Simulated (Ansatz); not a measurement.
# How much does Cr in Ni(111), 2x2 scatter?, part 2 of 3

Wanted: the reflection from a plane of defects, Cr in Ni(111), 2x2, and the resistivity it implies.

Ansatz 0.2.0; Ansatz plane-wave DFT, PBE, PAW files, collinear spin; ballistic transport by layer matching (Landauer), zero bias; PAW set soft_1 (the session's first sound run).

So far. Step 2 (Transmission at ideal sites): Nearest the Fermi level spin up passes 1.27 of 2.60 channels of the lower lead and spin down 4.26 of 6.93.

### Step 3. Resistance at ideal sites

This step: Ansatz plane-wave DFT, PBE, PAW files, collinear spin; ballistic transport by layer matching (Landauer), zero bias; area resistance of the defect plane and resistivity an atomic per cent; PAW set soft_1 (Ansatz 0.2.0).

Numbers from this step:

```
area resistance                                                                                 : 0.4009 fΩ m²
T over the leads' mean channel count                                                            : 0.5895
spin asymmetry γ                                                                                : -0.6412 (R down - R up) / (R down + R up)
resistivity per at.% scaled from this dense plane, with the factor 3/4 for isotropic scattering : 5.912 µΩ cm
```

Averaged over the energies near the Fermi level, 58.9 % of the channels pass, which makes 0.401 fΩ m².

By hand, with means over the energies near the Fermi level: RA per spin = A (h/e²)(1/T − ½[1/N₁ + 1/N₂]); spin up: 21.51×10⁻²⁰ m² × 25 813 Ω × (1/1.265 − ½[1/2.576 + 1/2.576]) = 2.23 fΩ m²; spin down: 21.51×10⁻²⁰ m² × 25 813 Ω × (1/4.238 − ½[1/6.759 + 1/6.759]) = 0.489 fΩ m². The spins conduct in parallel, so 1/RA = 1/2.23 + 1/0.489 and RA = 0.401 fΩ m²; γ = (0.489 − 2.23)/(0.489 + 2.23) = -0.64.

### Step 4. Relaxing the neighbours

The neighbours of the defect are let go while the lead's layers stay on their sites, since a lead must repeat to 0.01 Å.

This step: Ansatz plane-wave DFT, PBE, PAW files, collinear spin; relaxation with the lead's layers held; PAW set soft_1 (Ansatz 0.2.0).

Input file input.yaml:

```yaml
crystal:
  lattice:
    - [4.9836885938, 0.0, 0.0]
    - [-2.4918442969, 4.3160009268, 0.0]
    - [-1.2459221485, 0.7193334878, 22.3804058349]
  atoms:
    - { symbol: Ni, position: [0.0075757576, 0.9924242424, 0.0454545455], spin: 1.0 }
    - { symbol: Ni, position: [0.0075757576, 0.4924242424, 0.0454545455], spin: 1.0 }
    - { symbol: Ni, position: [0.5075757576, 0.9924242424, 0.0454545455], spin: 1.0 }
    - { symbol: Ni, position: [0.5075757576, 0.4924242424, 0.0454545455], spin: 1.0 }
    - { symbol: Ni, position: [0.1893939394, 0.3106060606, 0.1363636364], spin: 1.0 }
    - { symbol: Ni, position: [0.1893939394, 0.8106060606, 0.1363636364], spin: 1.0 }
    - { symbol: Ni, position: [0.6893939394, 0.3106060606, 0.1363636364], spin: 1.0 }
    - { symbol: Ni, position: [0.6893939394, 0.8106060606, 0.1363636364], spin: 1.0 }
    - { symbol: Ni, position: [0.3712121212, 0.1287878788, 0.2272727273], spin: 1.0 }
    - { symbol: Ni, position: [0.3712121212, 0.6287878788, 0.2272727273], spin: 1.0 }
    - { symbol: Ni, position: [0.8712121212, 0.1287878788, 0.2272727273], spin: 1.0 }
    - { symbol: Ni, position: [0.8712121212, 0.6287878788, 0.2272727273], spin: 1.0 }
    - { symbol: Ni, position: [0.053030303, 0.946969697, 0.3181818182], spin: 1.0 }
    - { symbol: Ni, position: [0.053030303, 0.446969697, 0.3181818182], spin: 1.0 }
    - { symbol: Ni, position: [0.553030303, 0.946969697, 0.3181818182], spin: 1.0 }
    - { symbol: Ni, position: [0.553030303, 0.446969697, 0.3181818182], spin: 1.0 }
    - { symbol: Ni, position: [0.2348484848, 0.2651515152, 0.4090909091], spin: 1.0 }
    - { symbol: Ni, position: [0.2348484848, 0.7651515152, 0.4090909091], spin: 1.0 }
    - { symbol: Ni, position: [0.7348484848, 0.2651515152, 0.4090909091], spin: 1.0 }
    - { symbol: Ni, position: [0.7348484848, 0.7651515152, 0.4090909091], spin: 1.0 }
    - { symbol: Cr, position: [0.4166666667, 0.0833333333, 0.5], spin: 2.5 }
    - { symbol: Ni, position: [0.4166666667, 0.5833333333, 0.5], spin: 1.0 }
    - { symbol: Ni, position: [0.9166666667, 0.0833333333, 0.5], spin: 1.0 }
    - { symbol: Ni, position: [0.9166666667, 0.5833333333, 0.5], spin: 1.0 }
    - { symbol: Ni, position: [0.0984848485, 0.9015151515, 0.5909090909], spin: 1.0 }
    - { symbol: Ni, position: [0.0984848485, 0.4015151515, 0.5909090909], spin: 1.0 }
    - { symbol: Ni, position: [0.5984848485, 0.9015151515, 0.5909090909], spin: 1.0 }
    - { symbol: Ni, position: [0.5984848485, 0.4015151515, 0.5909090909], spin: 1.0 }
    - { symbol: Ni, position: [0.2803030303, 0.2196969697, 0.6818181818], spin: 1.0 }
    - { symbol: Ni, position: [0.2803030303, 0.7196969697, 0.6818181818], spin: 1.0 }
    - { symbol: Ni, position: [0.7803030303, 0.2196969697, 0.6818181818], spin: 1.0 }
    - { symbol: Ni, position: [0.7803030303, 0.7196969697, 0.6818181818], spin: 1.0 }
    - { symbol: Ni, position: [0.4621212121, 0.0378787879, 0.7727272727], spin: 1.0 }
    - { symbol: Ni, position: [0.4621212121, 0.5378787879, 0.7727272727], spin: 1.0 }
    - { symbol: Ni, position: [0.9621212121, 0.0378787879, 0.7727272727], spin: 1.0 }
    - { symbol: Ni, position: [0.9621212121, 0.5378787879, 0.7727272727], spin: 1.0 }
    - { symbol: Ni, position: [0.1439393939, 0.8560606061, 0.8636363636], spin: 1.0 }
    - { symbol: Ni, position: [0.1439393939, 0.3560606061, 0.8636363636], spin: 1.0 }
    - { symbol: Ni, position: [0.6439393939, 0.8560606061, 0.8636363636], spin: 1.0 }
    - { symbol: Ni, position: [0.6439393939, 0.3560606061, 0.8636363636], spin: 1.0 }
    - { symbol: Ni, position: [0.3257575758, 0.1742424242, 0.9545454545], spin: 1.0 }
    - { symbol: Ni, position: [0.3257575758, 0.6742424242, 0.9545454545], spin: 1.0 }
    - { symbol: Ni, position: [0.8257575758, 0.1742424242, 0.9545454545], spin: 1.0 }
    - { symbol: Ni, position: [0.8257575758, 0.6742424242, 0.9545454545], spin: 1.0 }
magnetization:
  spin_polarized: true
kpoints:
  mp_grid: { grid: [5, 5, 1] }
hamiltonian:
  xc: pbe
  pseudopotentials: { kind: paw, azcp: { folder: soft_1 } }
scf:
  occupations: { method: fermi_dirac, width: 0.1 }
relax:
  f_tol: 0.03
  max_steps: 40
  constraints:
    - { sites: [0, 1, 2, 3, 4, 5, 6, 7, 8, 9, 10, 11, 32, 33, 34, 35, 36, 37, 38, 39, 40, 41, 42, 43] }
```

Launch:

```console
ansatz run input.yaml --threads 4 --pin off --max-ram 15360MiB --backend cpu --events-out ev --progress --plain --runs-dir out
```

Numbers of over 12 decimals in the logs are rounded to 6 here.

Log:

```text
[...]
Crystal: 44 atoms, lattice volume = 481.394 Å³
Basis set: ecut = 420 eV, 9399 PW (Γ), exchange–correlation on 72×72×300 points (8 copies of the dense FFT grid, shifted against one another)
Bands: 501, of which v1, the nominal top of the filled ones, is band 394 counted from 1 (393 counted from 0)
Symmetry: 4 space group operations
[...]
k-points: 9 of 25
[...]
Starting moments: Σ|m| = 45.5 μB on 44 of 44 sites
[...]
SCF iter   1: F=—  HF=-254458.043178 eV  |F-HF|=—  |Δ(HF+E_count)|=         —  Δρ=5.44e-2 (↑4.58e-2 ↓5.44e-2)  dr2=2.93e1  dr2_m=9.54e-1  M=38.762 μB ∫|m|=41.373 μB  β_m=0.30  ethr=3.10e-3  ⟨swp⟩=5.0  Hψ=29690  notcnv=0  defer=382
[...]
SCF iter  29: F=-254486.928024 eV  HF=-254486.928027 eV  |F-HF|=3.20e-6  |Δ(HF+E_count)|=   1.67e-7  Δρ=6.81e-6 (↑3.86e-6 ↓6.81e-6)  dr2=3.23e-6  dr2_m=3.71e-8  M=28.618 μB ∫|m|=32.093 μB  ethr=4.50e-10  ⟨swp⟩=1.2  Hψ=18526  notcnv=0
SCF 1 converged in 29 iterations: F = -254486.928024 eV  dr2 = 3.23e-6
[...]
relax step   1: F+E_penalty+E_count = -254486.92802415 eV  Δ(F+E_penalty+E_count) = +0.000e0 eV  max|allowed force component| = 2.423e-1 eV/Å  Δτ_max = 0.0000 Å  (29 SCF iters, dr2 threshold 2.25e-5 eV, accepted)
[...]
Starting moments: Σ|m| = 45.5 μB on 44 of 44 sites; this step starts from the density that it was given
[...]
iter 1 solved again at ethr=6.78e-8 eV; its pass at ethr=3.10e-3 eV (dr2=5.34e-4 eV) is discarded
[...]
SCF iter  10: F=-254486.931397 eV  HF=-254486.931397 eV  |F-HF|=3.76e-7  |Δ(HF+E_count)|=   5.07e-8  Δρ=5.02e-6 (↑1.11e-6 ↓5.02e-6)  dr2=3.89e-7  dr2_m=1.76e-8  M=28.621 μB ∫|m|=32.096 μB  ethr=7.32e-12  ⟨swp⟩=1.2  Hψ=18628  notcnv=0
SCF 2 converged in 10 iterations: F = -254486.931397 eV  dr2 = 3.89e-7
relax step   2: F+E_penalty+E_count = -254486.93139676 eV  Δ(F+E_penalty+E_count) = -3.373e-3 eV  max|allowed force component| = 1.636e-1 eV/Å  Δτ_max = 0.0085 Å  (10 SCF iters, dr2 threshold 3.67e-6 eV, accepted)
SCF iter   1: F=—  HF=-254486.934361 eV  |F-HF|=—  |Δ(HF+E_count)|=         —  Δρ=5.18e-4 (↑3.22e-4 ↓5.18e-4)  dr2=1.85e-3  dr2_m=4.62e-4  M=28.625 μB ∫|m|=32.102 μB  β_m=0.65  ethr=2.80e-6  ⟨swp⟩=4.2  Hψ=18965  notcnv=0  defer=1196
[...]
SCF iter  10: F=-254486.934277 eV  HF=-254486.934278 eV  |F-HF|=7.08e-7  |Δ(HF+E_count)|=   5.03e-9  Δρ=7.22e-6 (↑1.64e-6 ↓7.22e-6)  dr2=7.29e-7  dr2_m=3.57e-8  M=28.627 μB ∫|m|=32.105 μB  ethr=2.04e-11  ⟨swp⟩=1.2  Hψ=21186  notcnv=0
SCF 3 converged in 10 iterations: F = -254486.934277 eV  dr2 = 7.29e-7
relax step   3: F+E_penalty+E_count = -254486.93427732 eV  Δ(F+E_penalty+E_count) = -2.881e-3 eV  max|allowed force component| = 2.505e-3 eV/Å  Δτ_max = 0.0176 Å  (10 SCF iters, dr2 threshold 1.67e-6 eV, accepted)
[...]
SCF iter   4: F=-254486.934278 eV  HF=-254486.934278 eV  |F-HF|=4.69e-8  |Δ(HF+E_count)|=   1.25e-9  Δρ=1.90e-6 (↑3.76e-7 ↓1.90e-6)  dr2=4.89e-8  dr2_m=2.72e-9  M=28.627 μB ∫|m|=32.105 μB  ethr=1.00e-12  ⟨swp⟩=1.0  Hψ=18108  notcnv=0
SCF 4 converged in 4 iterations: F = -254486.934278 eV  dr2 = 4.89e-8
relax step   4: F+E_penalty+E_count = -254486.93427797 eV  Δ(F+E_penalty+E_count) = -6.515e-7 eV  max|allowed force component| = 2.530e-3 eV/Å  Δτ_max = 0.0000 Å  (4 SCF iters, accepted)
SCF converged after 4 iterations
Magnetization: 28.6269 μB (408.3135 up, 379.6865 down)
Absolute magnetization: 32.1421 μB (∫|ρ↑−ρ↓|, with the PAW one-centre terms)
[...]
Per-site moments (μB) at R_I (Å): [(0.707768, 1.027886), (0.704048, 1.027886), (0.702829, 1.027886), (0.707768, 1.027886), (0.704001, 1.027886), (0.705807, 1.027886), (0.705807, 1.027886), (0.710128, 1.027886), (0.714562, 1.027886), (0.702860, 1.019112), (0.702860, 1.019112), (0.704893, 1.019098), (0.693092, 1.027400), (0.663180, 1.019098), (0.696022, 1.027285), (0.693092, 1.027400), (0.518146, 1.027214), (0.519319,  [...]
Free energy (F): -254486.934278 eV
[...]
Internal energy: -254484.620107 eV  (E = F + TS)
E sigma→0 (E₀):  -254485.777192 eV
Entropy (-TS):   -2.314171 eV (-52.595 meV/atom)
Fermi energy:    17.888161 eV
[...]
--- Forces (eV/Å), atoms counted from 1 ---
  atom   1  Ni     0.00016647     0.00060307    -0.00064118
  atom   2  Ni    -0.00011963     0.00006907    -0.00172321
  atom   3  Ni    -0.00053253     0.00030745     0.00333255
  atom   4  Ni    -0.00043904    -0.00044571    -0.00064118
  atom   5  Ni     0.00053514    -0.00030896    -0.00833255
  atom   6  Ni     0.00060328     0.00196967    -0.00501125
  atom   7  Ni    -0.00140415    -0.00150729    -0.00501125
  atom   8  Ni    -0.00019116     0.00011036     0.02514277
  atom   9  Ni     0.00003590    -0.00002073     0.00271905
  atom  10  Ni     0.01854633     0.01019256    -0.03793110
  atom  11  Ni     0.00044614    -0.02115787    -0.03793110
  atom  12  Ni    -0.01768737     0.01021181    -0.04086446
  atom  13  Ni    -0.00021526    -0.00015226    -0.00253015
  atom  14  Ni     0.00003514    -0.00002029     0.00098149
  atom  15  Ni     0.00016758    -0.00009675    -0.00251375
  atom  16  Ni     0.00002423     0.00026256    -0.00253015
  atom  17  Ni     0.00097415    -0.00056243     0.00023761
  atom  18  Ni     0.00002282     0.00112215     0.00024576
  atom  19  Ni    -0.00096040    -0.00058084     0.00024576
  atom  20  Ni     0.00005594    -0.00003230     0.00091218
  atom  21  Cr     0.00000000    -0.00000000     0.00000000
  atom  22  Ni     0.00000000     0.00000000     0.00000000
  atom  23  Ni     0.00000000    -0.00000000     0.00000000
  atom  24  Ni     0.00000000     0.00000000     0.00000000
  atom  25  Ni     0.00096040     0.00058084    -0.00024576
  atom  26  Ni    -0.00005594     0.00003230    -0.00091218
  atom  27  Ni    -0.00097415     0.00056243    -0.00023761
  atom  28  Ni    -0.00002282    -0.00112215    -0.00024576
  atom  29  Ni    -0.00016758     0.00009675     0.00251375
  atom  30  Ni    -0.00002423    -0.00026256     0.00253015
  atom  31  Ni     0.00021526     0.00015226     0.00253015
  atom  32  Ni    -0.00003514     0.00002029    -0.00098149
  atom  33  Ni    -0.00003590     0.00002073    -0.00271905
  atom  34  Ni    -0.01854633    -0.01019256     0.03793110
  atom  35  Ni    -0.00044614     0.02115787     0.03793110
  atom  36  Ni     0.01768737    -0.01021181     0.04086446
  atom  37  Ni     0.00140415     0.00150729     0.00501125
  atom  38  Ni     0.00019116    -0.00011036    -0.02514277
  atom  39  Ni    -0.00053514     0.00030896     0.00833255
  atom  40  Ni    -0.00060328    -0.00196967     0.00501125
  atom  41  Ni     0.00053253    -0.00030745    -0.00333255
  atom  42  Ni     0.00043904     0.00044571     0.00064118
  atom  43  Ni    -0.00016647    -0.00060307     0.00064118
  atom  44  Ni     0.00011963    -0.00006907     0.00172321
  max |Σ_I F_I| component: 1.65e-17 eV/Å
--- Relaxed structure (4 steps of the walk, 4 accepted, 0 SCFs on fresh bases) ---
  F+E_penalty+E_count = -254486.93427797 eV   max|allowed force component| = 2.530e-3 eV/Å
  atoms:
    - { symbol: Ni, position: [0.00757576, 0.992424, 0.0454545455] }
    - { symbol: Ni, position: [0.00757576, 0.492424, 0.0454545455] }
    - { symbol: Ni, position: [0.507576, 0.992424, 0.0454545455] }
    - { symbol: Ni, position: [0.507576, 0.492424, 0.0454545455] }
    - { symbol: Ni, position: [0.189394, 0.310606, 0.1363636364] }
    - { symbol: Ni, position: [0.189394, 0.810606, 0.136364] }
    - { symbol: Ni, position: [0.689394, 0.310606, 0.136364] }
    - { symbol: Ni, position: [0.689394, 0.810606, 0.1363636364] }
    - { symbol: Ni, position: [0.371212, 0.128788, 0.2272727273] }
    - { symbol: Ni, position: [0.371212, 0.628788, 0.227273] }
    - { symbol: Ni, position: [0.871212, 0.128788, 0.227273] }
    - { symbol: Ni, position: [0.871212, 0.628788, 0.227273] }
    - { symbol: Ni, position: [0.053026, 0.946960, 0.318240] }
    - { symbol: Ni, position: [0.052831, 0.447169, 0.317015] }
    - { symbol: Ni, position: [0.553080, 0.946920, 0.318253] }
    - { symbol: Ni, position: [0.553040, 0.446974, 0.318240] }
    - { symbol: Ni, position: [0.234746, 0.265254, 0.409071] }
    - { symbol: Ni, position: [0.234755, 0.764933, 0.409066] }
    - { symbol: Ni, position: [0.735067, 0.265245, 0.409066] }
    - { symbol: Ni, position: [0.734878, 0.765122, 0.409127] }
    - { symbol: Cr, position: [0.416667, 0.083333, 0.5] }
    - { symbol: Ni, position: [0.416667, 0.583333, 0.5] }
    - { symbol: Ni, position: [0.916667, 0.083333, 0.5] }
    - { symbol: Ni, position: [0.916667, 0.583333, 0.5] }
    - { symbol: Ni, position: [0.098266, 0.901422, 0.590934] }
    - { symbol: Ni, position: [0.098456, 0.401544, 0.590873] }
    - { symbol: Ni, position: [0.598587, 0.901413, 0.590929] }
    - { symbol: Ni, position: [0.598578, 0.401734, 0.590934] }
    - { symbol: Ni, position: [0.280254, 0.219746, 0.681747] }
    - { symbol: Ni, position: [0.280293, 0.719693, 0.681760] }
    - { symbol: Ni, position: [0.780307, 0.219707, 0.681760] }
    - { symbol: Ni, position: [0.780502, 0.719498, 0.682985] }
    - { symbol: Ni, position: [0.462121, 0.037879, 0.7727272727] }
    - { symbol: Ni, position: [0.462121, 0.537879, 0.7727272727] }
    - { symbol: Ni, position: [0.962121, 0.037879, 0.7727272727] }
    - { symbol: Ni, position: [0.962121, 0.537879, 0.7727272727] }
    - { symbol: Ni, position: [0.143939, 0.856061, 0.8636363636] }
    - { symbol: Ni, position: [0.143939, 0.356061, 0.8636363636] }
    - { symbol: Ni, position: [0.643939, 0.856061, 0.8636363636] }
    - { symbol: Ni, position: [0.643939, 0.356061, 0.8636363636] }
    - { symbol: Ni, position: [0.325758, 0.174242, 0.9545454545] }
    - { symbol: Ni, position: [0.325758, 0.674242, 0.9545454545] }
    - { symbol: Ni, position: [0.825758, 0.174242, 0.9545454545] }
    - { symbol: Ni, position: [0.825758, 0.674242, 0.9545454545] }
```

The job ended after 16 min (4 threads of Arm Neoverse V1, shared host; peak memory 7.4 GiB; 63 min of CPU time).

Step by step:

```csv
step,energy less that of the first step (eV),largest force component (eV/Å)
1,0.0000,0.2423
2,-0.0034,0.1636
3,-0.0063,0.0025
4,-0.0063,0.0025
```

The run keeps the 4 symmetry operations that it works with, so distortions that break them were not tested.

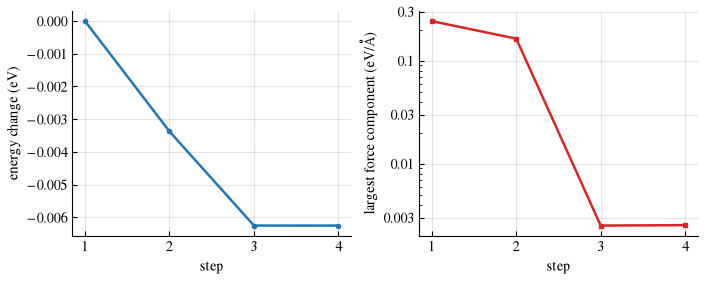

Energy and largest force along the relaxation.

The atoms that moved most (Å):

```csv
atom,dx,dy,dz,length
Ni14,0.000,0.000,-0.026,0.026
Ni32,0.000,0.000,0.026,0.026
```

This step gave:

```
free energy             : -254486.9343 eV
energy at zero smearing : -254485.7772 eV
magnetization           : 28.63 μB
absolute magnetization  : 32.14 μB
```

The largest force component on a free atom ends at 0.0025 eV/Å, under the tolerance of 0.03, after 4 steps.

(Continued in part 3 of 3.)

[Logs are printed without paths, hosts, clocks, repeated set-up lines and the standing remarks that a program may print on its own settings, such as how far it seeks lower states.]

[Hosts, paths, dates, database ids (printed as entryN), source tags and the programs' standing remarks are cut or masked in the printed files.]
